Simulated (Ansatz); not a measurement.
# Residual resistivity of an alloy: Nb(100) with 4 layers of random Nb-Ir, 2x2, part 2 of 2

Aim: the residual resistivity of a random alloy, from Nb(100) with 4 layers of random Nb-Ir, 2x2 and longer regions.

Ansatz 0.2.0; Ansatz plane-wave DFT, PBE, PAW files; ballistic transport by layer matching (Landauer), zero bias; PAW set soft_1.

So far. Step 2 (With 4 alloy layers): Over the solved energies the transmission per spin lies between 4.41 and 4.73, out of 11.0 channels of the lead on average (up to 11.7).

## (3) With 8 alloy layers

System of this step: Nb(100) with 8 layers of random Nb-Ir, 2x2. The cell holds 72 atoms: 64 Nb and 8 Ir. Its edges and angles: a = 6.613 Å, b = 6.613 Å, c = 29.757 Å, α = 90.0°, β = 90.0°, γ = 90.0°. It derives from Nb. Regions: lead, 40 atoms (40 Nb); scattering region, 32 atoms (24 Nb and 8 Ir). The structure is stacked along c, and the current runs across the ab planes.

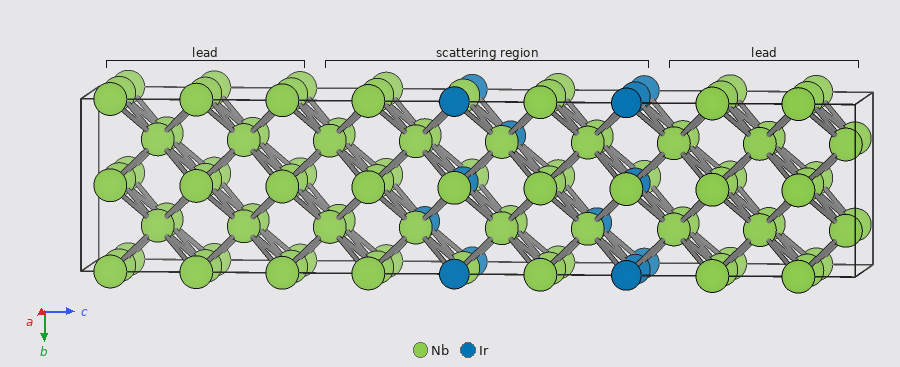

The cell of this step (niobium green, iridium blue). Some periodic images of atoms are drawn too.

The input, input.yaml:

```yaml
crystal:
  lattice:
    - [6.6126, 0.0, 0.0]
    - [0.0, 6.6126, 0.0]
    - [0.0, 0.0, 29.7567]
  atoms:
    - { symbol: Nb, position: [0.0, 0.0, 0.0277777778] }
    - { symbol: Nb, position: [0.0, 0.5, 0.0277777778] }
    - { symbol: Nb, position: [0.5, 0.0, 0.0277777778] }
    - { symbol: Nb, position: [0.5, 0.5, 0.0277777778] }
    - { symbol: Nb, position: [0.25, 0.25, 0.0833333333] }
    - { symbol: Nb, position: [0.25, 0.75, 0.0833333333] }
    - { symbol: Nb, position: [0.75, 0.25, 0.0833333333] }
    - { symbol: Nb, position: [0.75, 0.75, 0.0833333333] }
    - { symbol: Nb, position: [0.0, 0.0, 0.1388888889] }
    - { symbol: Nb, position: [0.0, 0.5, 0.1388888889] }
    - { symbol: Nb, position: [0.5, 0.0, 0.1388888889] }
    - { symbol: Nb, position: [0.5, 0.5, 0.1388888889] }
    - { symbol: Nb, position: [0.25, 0.25, 0.1944444444] }
    - { symbol: Nb, position: [0.25, 0.75, 0.1944444444] }
    - { symbol: Nb, position: [0.75, 0.25, 0.1944444444] }
    - { symbol: Nb, position: [0.75, 0.75, 0.1944444444] }
    - { symbol: Nb, position: [0.0, 0.0, 0.25] }
    - { symbol: Nb, position: [0.0, 0.5, 0.25] }
    - { symbol: Nb, position: [0.5, 0.0, 0.25] }
    - { symbol: Nb, position: [0.5, 0.5, 0.25] }
    - { symbol: Nb, position: [0.25, 0.25, 0.3055555556] }
    - { symbol: Nb, position: [0.25, 0.75, 0.3055555556] }
    - { symbol: Nb, position: [0.75, 0.25, 0.3055555556] }
    - { symbol: Nb, position: [0.75, 0.75, 0.3055555556] }
    - { symbol: Nb, position: [0.0, 0.0, 0.3611111111] }
    - { symbol: Nb, position: [0.0, 0.5, 0.3611111111] }
    - { symbol: Nb, position: [0.5, 0.0, 0.3611111111] }
    - { symbol: Nb, position: [0.5, 0.5, 0.3611111111] }
    - { symbol: Nb, position: [0.25, 0.25, 0.4166666667] }
    - { symbol: Ir, position: [0.25, 0.75, 0.4166666667] }
    - { symbol: Nb, position: [0.75, 0.25, 0.4166666667] }
    - { symbol: Nb, position: [0.75, 0.75, 0.4166666667] }
    - { symbol: Ir, position: [0.0, 0.0, 0.4722222222] }
    - { symbol: Nb, position: [0.0, 0.5, 0.4722222222] }
    - { symbol: Nb, position: [0.5, 0.0, 0.4722222222] }
    - { symbol: Ir, position: [0.5, 0.5, 0.4722222222] }
    - { symbol: Ir, position: [0.25, 0.25, 0.5277777778] }
    - { symbol: Nb, position: [0.25, 0.75, 0.5277777778] }
    - { symbol: Nb, position: [0.75, 0.25, 0.5277777778] }
    - { symbol: Nb, position: [0.75, 0.75, 0.5277777778] }
    - { symbol: Nb, position: [0.0, 0.0, 0.5833333333] }
    - { symbol: Nb, position: [0.0, 0.5, 0.5833333333] }
    - { symbol: Nb, position: [0.5, 0.0, 0.5833333333] }
    - { symbol: Nb, position: [0.5, 0.5, 0.5833333333] }
    - { symbol: Nb, position: [0.25, 0.25, 0.6388888889] }
    - { symbol: Ir, position: [0.25, 0.75, 0.6388888889] }
    - { symbol: Nb, position: [0.75, 0.25, 0.6388888889] }
    - { symbol: Nb, position: [0.75, 0.75, 0.6388888889] }
    - { symbol: Ir, position: [0.0, 0.0, 0.6944444444] }
    - { symbol: Nb, position: [0.0, 0.5, 0.6944444444] }
    - { symbol: Ir, position: [0.5, 0.0, 0.6944444444] }
    - { symbol: Ir, position: [0.5, 0.5, 0.6944444444] }
    - { symbol: Nb, position: [0.25, 0.25, 0.75] }
    - { symbol: Nb, position: [0.25, 0.75, 0.75] }
    - { symbol: Nb, position: [0.75, 0.25, 0.75] }
    - { symbol: Nb, position: [0.75, 0.75, 0.75] }
    - { symbol: Nb, position: [0.0, 0.0, 0.8055555556] }
    - { symbol: Nb, position: [0.0, 0.5, 0.8055555556] }
    - { symbol: Nb, position: [0.5, 0.0, 0.8055555556] }
    - { symbol: Nb, position: [0.5, 0.5, 0.8055555556] }
    - { symbol: Nb, position: [0.25, 0.25, 0.8611111111] }
    - { symbol: Nb, position: [0.25, 0.75, 0.8611111111] }
    - { symbol: Nb, position: [0.75, 0.25, 0.8611111111] }
    - { symbol: Nb, position: [0.75, 0.75, 0.8611111111] }
    - { symbol: Nb, position: [0.0, 0.0, 0.9166666667] }
    - { symbol: Nb, position: [0.0, 0.5, 0.9166666667] }
    - { symbol: Nb, position: [0.5, 0.0, 0.9166666667] }
    - { symbol: Nb, position: [0.5, 0.5, 0.9166666667] }
    - { symbol: Nb, position: [0.25, 0.25, 0.9722222222] }
    - { symbol: Nb, position: [0.25, 0.75, 0.9722222222] }
    - { symbol: Nb, position: [0.75, 0.25, 0.9722222222] }
    - { symbol: Nb, position: [0.75, 0.75, 0.9722222222] }
kpoints:
  mp_grid: { grid: [4, 4, 1] }
hamiltonian:
  xc: pbe
  pseudopotentials: { kind: paw, azcp: { folder: soft_1 } }
scf:
  occupations: { method: fermi_dirac, width: 0.1 }
output:
  transmission: { leads: [[0, 4]], kmesh: [8, 8], e_range: [-0.05, 0.05], de: 0.05 }
  write_potential: true
  write_density: true
  volumetric_format: npy
```

Command:

```bash
$ ansatz run input.yaml --threads 4 --pin off --max-ram 15360MiB --backend cpu --events-out ev --progress --plain --runs-dir out
```

Numbers of over 12 decimals in the logs are rounded to 6 here.

The log of the run:

```text
[...]
Crystal: 72 atoms, lattice volume = 1301.156 Å³
Basis set: ecut = 420 eV, 25467 PW (Γ)
Bands: 581, of which v1, the nominal top of the filled ones, is band 484 counted from 1 (483 counted from 0)
Symmetry: 1 space group operations
[...]
k-points: 10 of 16 (time reversal used)
[...]
SCF iter   1: F=—  HF=-386941.889574 eV  |F-HF|=—  |Δ(HF+E_count)|=         —  Δρ=1.44e-1  dr2=3.70e3  ethr=3.10e-3  ⟨swp⟩=5.3  Hψ=18979  notcnv=0  defer=4
[...]
SCF iter  11: F=-386851.256282 eV  HF=-386851.256282 eV  |F-HF|=6.34e-9  |Δ(HF+E_count)|=   7.80e-9  Δρ=3.90e-7  dr2=7.44e-9  ethr=1.03e-11  ⟨swp⟩=11.0  Hψ=16214  notcnv=0
SCF 1 converged in 11 iterations: F = -386851.256282 eV  dr2 = 7.44e-9
[...]
transmission: 192 of 1870 steps passed
transmission: 375 of 1870 steps passed
[...]
transmission: 1870 of 1870 steps passed
SCF converged after 11 iterations
Free energy (F): -386851.256282 eV
[...]
Internal energy: -386848.512556 eV  (E = F + TS)
E sigma→0 (E₀):  -386849.884419 eV
Entropy (-TS):   -2.743726 eV (-38.107 meV/atom)
Fermi energy:    18.006424 eV
[...]
--- Band table (eV; the first three rows and the last of 10) ---
  k-point 0: bands = [... 480 lower, 18.3577, 18.3625, 18.3724, 18.3774, 18.3997, 18.4035, 18.4153, 18.4283, ... 93 higher]
  k-point 1: bands = [... 480 lower, 18.1381, 18.1538, 18.1749, 18.1907, 18.2122, 18.2412, 18.2717, 18.2783, ... 93 higher]
  k-point 2: bands = [... 480 lower, 17.9424, 17.9431, 17.9470, 17.9547, 17.9689, 17.9924, 18.0222, 18.0337, ... 93 higher]
  k-point 9: bands = [... 480 lower, 17.3756, 17.3906, 17.4700, 17.4855, 17.4933, 17.4962, 17.5038, 17.5125, ... 93 higher]
--- Transmission ---
  basis      : 385 plane waves across, 55 finite elements along
  points     : 34, standing for a mesh of 8 x 8
[...]
channels       : 1.085938e1 a spin
[...]
junction   : crystal 0 to crystal 0, 2.35 to 30.45 Å
    transmission   : 3.479953e0 a spin
[...]
```

The job ended after 30 min (4 threads of Arm Neoverse V1, shared host; peak memory 8.5 GiB).

Numbers from this step:

| Property | Result |
| --- | --- |
| free energy | -386851.2563 eV |
| energy at zero smearing | -386849.8844 eV |
| Fermi energy | 18.01 eV |
| transmission per spin nearest the Fermi level | 3.480 |
| step of the lead's potential | 3.3 meV |

Per spin. Table of transmission, zone mean by energy, zero at the Fermi level:

| energy (eV) | transmission, zone mean |
| --- | --- |
| -0.0500 | 3.54 |
| 0.0000 | 3.48 |
| 0.0500 | 3.46 |

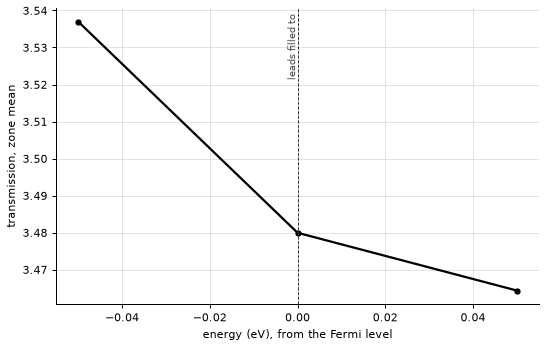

Transmission, zone mean, plotted against energy.

Over the solved energies the transmission per spin lies between 3.46 and 3.54, out of 10.9 channels of the lead on average (up to 11.7).

## (4) With 12 alloy layers

System of this step: Nb(100) with 12 layers of random Nb-Ir, 2x2. The cell holds 88 atoms: 76 Nb and 12 Ir. Its edges and angles: a = 6.613 Å, b = 6.613 Å, c = 36.369 Å, α = 90.0°, β = 90.0°, γ = 90.0°. It derives from Nb. Regions: lead, 40 atoms (40 Nb); scattering region, 48 atoms (36 Nb and 12 Ir). The structure is stacked along c, and the current runs across the ab planes.

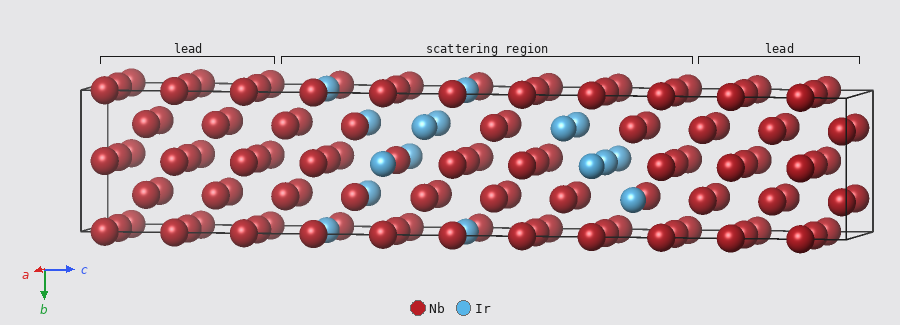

The cell of this step (niobium red, iridium blue). Some periodic images of atoms are drawn too.

The input, input.yaml:

```yaml
crystal:
  lattice:
    - [6.6126, 0.0, 0.0]
    - [0.0, 6.6126, 0.0]
    - [0.0, 0.0, 36.3693]
  atoms:
    - { symbol: Nb, position: [0.0, 0.0, 0.0227272727] }
    - { symbol: Nb, position: [0.0, 0.5, 0.0227272727] }
    - { symbol: Nb, position: [0.5, 0.0, 0.0227272727] }
    - { symbol: Nb, position: [0.5, 0.5, 0.0227272727] }
    - { symbol: Nb, position: [0.25, 0.25, 0.0681818182] }
    - { symbol: Nb, position: [0.25, 0.75, 0.0681818182] }
    - { symbol: Nb, position: [0.75, 0.25, 0.0681818182] }
    - { symbol: Nb, position: [0.75, 0.75, 0.0681818182] }
    - { symbol: Nb, position: [0.0, 0.0, 0.1136363636] }
    - { symbol: Nb, position: [0.0, 0.5, 0.1136363636] }
    - { symbol: Nb, position: [0.5, 0.0, 0.1136363636] }
    - { symbol: Nb, position: [0.5, 0.5, 0.1136363636] }
    - { symbol: Nb, position: [0.25, 0.25, 0.1590909091] }
    - { symbol: Nb, position: [0.25, 0.75, 0.1590909091] }
    - { symbol: Nb, position: [0.75, 0.25, 0.1590909091] }
    - { symbol: Nb, position: [0.75, 0.75, 0.1590909091] }
    - { symbol: Nb, position: [0.0, 0.0, 0.2045454545] }
    - { symbol: Nb, position: [0.0, 0.5, 0.2045454545] }
    - { symbol: Nb, position: [0.5, 0.0, 0.2045454545] }
    - { symbol: Nb, position: [0.5, 0.5, 0.2045454545] }
    - { symbol: Nb, position: [0.25, 0.25, 0.25] }
    - { symbol: Nb, position: [0.25, 0.75, 0.25] }
    - { symbol: Nb, position: [0.75, 0.25, 0.25] }
    - { symbol: Nb, position: [0.75, 0.75, 0.25] }
    - { symbol: Nb, position: [0.0, 0.0, 0.2954545455] }
    - { symbol: Nb, position: [0.0, 0.5, 0.2954545455] }
    - { symbol: Ir, position: [0.5, 0.0, 0.2954545455] }
    - { symbol: Nb, position: [0.5, 0.5, 0.2954545455] }
    - { symbol: Ir, position: [0.25, 0.25, 0.3409090909] }
    - { symbol: Ir, position: [0.25, 0.75, 0.3409090909] }
    - { symbol: Nb, position: [0.75, 0.25, 0.3409090909] }
    - { symbol: Nb, position: [0.75, 0.75, 0.3409090909] }
    - { symbol: Nb, position: [0.0, 0.0, 0.3863636364] }
    - { symbol: Ir, position: [0.0, 0.5, 0.3863636364] }
    - { symbol: Nb, position: [0.5, 0.0, 0.3863636364] }
    - { symbol: Nb, position: [0.5, 0.5, 0.3863636364] }
    - { symbol: Ir, position: [0.25, 0.25, 0.4318181818] }
    - { symbol: Nb, position: [0.25, 0.75, 0.4318181818] }
    - { symbol: Ir, position: [0.75, 0.25, 0.4318181818] }
    - { symbol: Nb, position: [0.75, 0.75, 0.4318181818] }
    - { symbol: Nb, position: [0.0, 0.0, 0.4772727273] }
    - { symbol: Nb, position: [0.0, 0.5, 0.4772727273] }
    - { symbol: Ir, position: [0.5, 0.0, 0.4772727273] }
    - { symbol: Nb, position: [0.5, 0.5, 0.4772727273] }
    - { symbol: Nb, position: [0.25, 0.25, 0.5227272727] }
    - { symbol: Nb, position: [0.25, 0.75, 0.5227272727] }
    - { symbol: Nb, position: [0.75, 0.25, 0.5227272727] }
    - { symbol: Nb, position: [0.75, 0.75, 0.5227272727] }
    - { symbol: Nb, position: [0.0, 0.0, 0.5681818182] }
    - { symbol: Nb, position: [0.0, 0.5, 0.5681818182] }
    - { symbol: Nb, position: [0.5, 0.0, 0.5681818182] }
    - { symbol: Nb, position: [0.5, 0.5, 0.5681818182] }
    - { symbol: Ir, position: [0.25, 0.25, 0.6136363636] }
    - { symbol: Nb, position: [0.25, 0.75, 0.6136363636] }
    - { symbol: Ir, position: [0.75, 0.25, 0.6136363636] }
    - { symbol: Nb, position: [0.75, 0.75, 0.6136363636] }
    - { symbol: Nb, position: [0.0, 0.0, 0.6590909091] }
    - { symbol: Ir, position: [0.0, 0.5, 0.6590909091] }
    - { symbol: Nb, position: [0.5, 0.0, 0.6590909091] }
    - { symbol: Ir, position: [0.5, 0.5, 0.6590909091] }
    - { symbol: Nb, position: [0.25, 0.25, 0.7045454545] }
    - { symbol: Nb, position: [0.25, 0.75, 0.7045454545] }
    - { symbol: Nb, position: [0.75, 0.25, 0.7045454545] }
    - { symbol: Ir, position: [0.75, 0.75, 0.7045454545] }
    - { symbol: Nb, position: [0.0, 0.0, 0.75] }
    - { symbol: Nb, position: [0.0, 0.5, 0.75] }
    - { symbol: Nb, position: [0.5, 0.0, 0.75] }
    - { symbol: Nb, position: [0.5, 0.5, 0.75] }
    - { symbol: Nb, position: [0.25, 0.25, 0.7954545455] }
    - { symbol: Nb, position: [0.25, 0.75, 0.7954545455] }
    - { symbol: Nb, position: [0.75, 0.25, 0.7954545455] }
    - { symbol: Nb, position: [0.75, 0.75, 0.7954545455] }
    - { symbol: Nb, position: [0.0, 0.0, 0.8409090909] }
    - { symbol: Nb, position: [0.0, 0.5, 0.8409090909] }
    - { symbol: Nb, position: [0.5, 0.0, 0.8409090909] }
    - { symbol: Nb, position: [0.5, 0.5, 0.8409090909] }
    - { symbol: Nb, position: [0.25, 0.25, 0.8863636364] }
    - { symbol: Nb, position: [0.25, 0.75, 0.8863636364] }
    - { symbol: Nb, position: [0.75, 0.25, 0.8863636364] }
    - { symbol: Nb, position: [0.75, 0.75, 0.8863636364] }
    - { symbol: Nb, position: [0.0, 0.0, 0.9318181818] }
    - { symbol: Nb, position: [0.0, 0.5, 0.9318181818] }
    - { symbol: Nb, position: [0.5, 0.0, 0.9318181818] }
    - { symbol: Nb, position: [0.5, 0.5, 0.9318181818] }
    - { symbol: Nb, position: [0.25, 0.25, 0.9772727273] }
    - { symbol: Nb, position: [0.25, 0.75, 0.9772727273] }
    - { symbol: Nb, position: [0.75, 0.25, 0.9772727273] }
    - { symbol: Nb, position: [0.75, 0.75, 0.9772727273] }
kpoints:
  mp_grid: { grid: [4, 4, 1] }
hamiltonian:
  xc: pbe
  pseudopotentials: { kind: paw, azcp: { folder: soft_1 } }
scf:
  occupations: { method: fermi_dirac, width: 0.1 }
output:
  transmission: { leads: [[0, 4]], kmesh: [8, 8], e_range: [-0.05, 0.05], de: 0.05 }
  write_potential: true
  write_density: true
  volumetric_format: npy
```

The log of the run:

```text
[...]
Crystal: 88 atoms, lattice volume = 1590.301 Å³
Basis set: ecut = 420 eV, 31009 PW (Γ)
Bands: 716, of which v1, the nominal top of the filled ones, is band 596 counted from 1 (595 counted from 0)
Symmetry: 1 space group operations
[...]
k-points: 10 of 16 (time reversal used)
[...]
SCF iter   1: F=—  HF=-489363.507023 eV  |F-HF|=—  |Δ(HF+E_count)|=         —  Δρ=1.59e-1  dr2=6.45e3  ethr=3.10e-3  ⟨swp⟩=5.4  Hψ=23521  notcnv=0  defer=10
[...]
SCF iter  12: F=-489228.681581 eV  HF=-489228.681581 eV  |F-HF|=2.68e-9  |Δ(HF+E_count)|=   2.68e-9  Δρ=2.99e-7  dr2=3.61e-9  ethr=6.60e-12  ⟨swp⟩=1.0  Hψ=15690  notcnv=0
SCF 1 converged in 12 iterations: F = -489228.681581 eV  dr2 = 3.61e-9
[...]
transmission: 228 of 2278 steps passed
transmission: 456 of 2278 steps passed
[...]
transmission: 2278 of 2278 steps passed
SCF converged after 12 iterations
Free energy (F): -489228.681581 eV
[...]
Internal energy: -489225.340598 eV  (E = F + TS)
E sigma→0 (E₀):  -489227.011089 eV
Entropy (-TS):   -3.340983 eV (-37.966 meV/atom)
Fermi energy:    18.031855 eV
[...]
--- Band table (eV; the first three rows and the last of 10) ---
  k-point 0: bands = [... 592 lower, 18.3795, 18.3875, 18.4008, 18.4114, 18.4244, 18.4430, 18.4511, 18.4681, ... 116 higher]
  k-point 1: bands = [... 592 lower, 18.1883, 18.2082, 18.2147, 18.2314, 18.2554, 18.2778, 18.2824, 18.3049, ... 116 higher]
  k-point 2: bands = [... 592 lower, 17.9621, 17.9721, 17.9732, 17.9765, 17.9930, 18.0049, 18.0264, 18.0340, ... 116 higher]
  k-point 9: bands = [... 592 lower, 17.4453, 17.4776, 17.5192, 17.5355, 17.5424, 17.5559, 17.5581, 17.5630, ... 116 higher]
--- Transmission ---
  basis      : 385 plane waves across, 67 finite elements along
  points     : 34, standing for a mesh of 8 x 8
[...]
channels       : 1.085938e1 a spin
[...]
junction   : crystal 0 to crystal 0, 0.70 to 35.41 Å
    transmission   : 2.767682e0 a spin
[...]
```

Run time: 45 min. Hardware: 4 threads; peak memory 9.1 GiB.

Numbers from this step:

| Item | Value |
| --- | --- |
| free energy | -489228.6816 eV |
| energy at zero smearing | -489227.0111 eV |
| Fermi energy | 18.03 eV |
| transmission per spin nearest the Fermi level | 2.768 |
| step of the lead's potential | 1.7 meV |

Per spin. Transmission, zone mean against energy, zero at the Fermi level:

| energy (eV) | transmission, zone mean |
| --- | --- |
| -0.0500 | 2.83 |
| 0.0000 | 2.77 |
| 0.0500 | 2.75 |

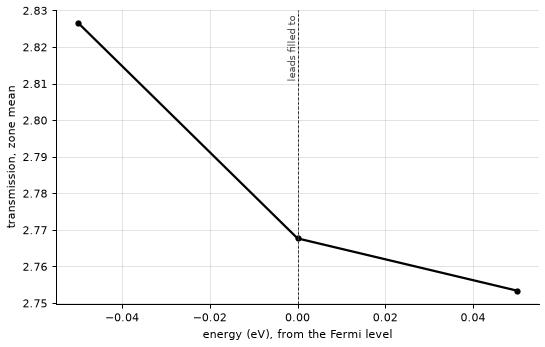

Transmission, zone mean, plotted against energy.

Over the solved energies the transmission per spin lies between 2.75 and 2.83, out of 10.9 channels of the lead on average (up to 11.7).

## (5) The fit

This step: Ansatz plane-wave DFT, PBE, PAW files; ballistic transport by layer matching (Landauer), zero bias; residual resistivity from the slope of the area resistance, atoms on the host's lattice; PAW set soft_1 (Ansatz 0.2.0).

This step gave:

```yaml
resistivity: 59.37 µΩ cm
intercept: 0.3259 fΩ m²
scatter_about_the_fit: 0.009544 fΩ m²
```

Resistance, by row:

| run | length (Å) | T | channels N | RA (fΩ m²) |
| --- | --- | --- | --- | --- |
| n4 | 6.613 | 4.555 | 10.98 | 0.7252 |
| n8 | 13.23 | 3.494 | 10.9 | 1.098 |
| n12 | 19.84 | 2.783 | 10.9 | 1.51 |

Table of area resistance by length of the alloy:

| length of the alloy (Å) | area resistance (fΩ m²) |
| --- | --- |
| 6.61 | 0.725 |
| 13.23 | 1.10 |
| 19.84 | 1.51 |

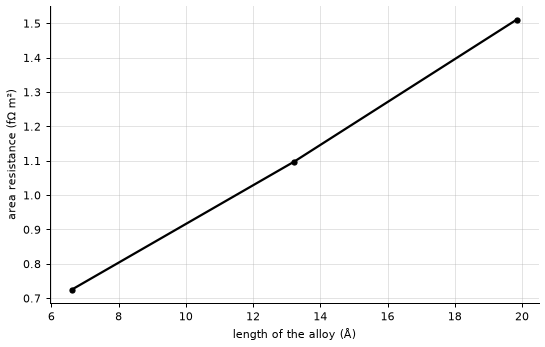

Area resistance, plotted against length of the alloy.

The area resistance goes from 0.73 to 1.5 fΩ m² between 6.6 and 19.8 Å, a slope of 59 µΩ cm.

By hand from the end points: (1.510 − 0.7252) fΩ m² / (19.84 − 6.61) Å = 59 µΩ cm, since 1 fΩ m² per Å is 1000 µΩ cm.

## (6) Results

| Property | Result |
| --- | --- |
| resistivity from the slope | 59.4 µΩ cm |
| area resistance over 6.61 Å | 0.725 fΩ m² |
| area resistance over 13.2 Å | 1.10 fΩ m² |
| area resistance over 19.8 Å | 1.51 fΩ m² |

**Reading.** The slope gives 59 µΩ cm. The points scatter by 0.0095 fΩ m² about the line, with one random draw a length in a 2x2 cell, so the slope is a rough value. Read with a model of isotropic scattering on a spherical Fermi surface and the lead's 1.9×10¹⁵ S/m², this slope means a mean free path near 6.5 Å; over these lengths the model's slope is within 3 % of its bulk resistivity. The atoms sit on the host's lattice, so scattering by size misfit is left out. Spin-orbit coupling is left out, which matters for Ir.

[Logs are printed without paths, hosts, clocks, repeated set-up lines and the standing remarks that a program may print on its own settings, such as how far it seeks lower states.]

[Hosts, paths, dates, database ids (printed as entryN), source tags and the programs' standing remarks are cut or masked in the printed files.]
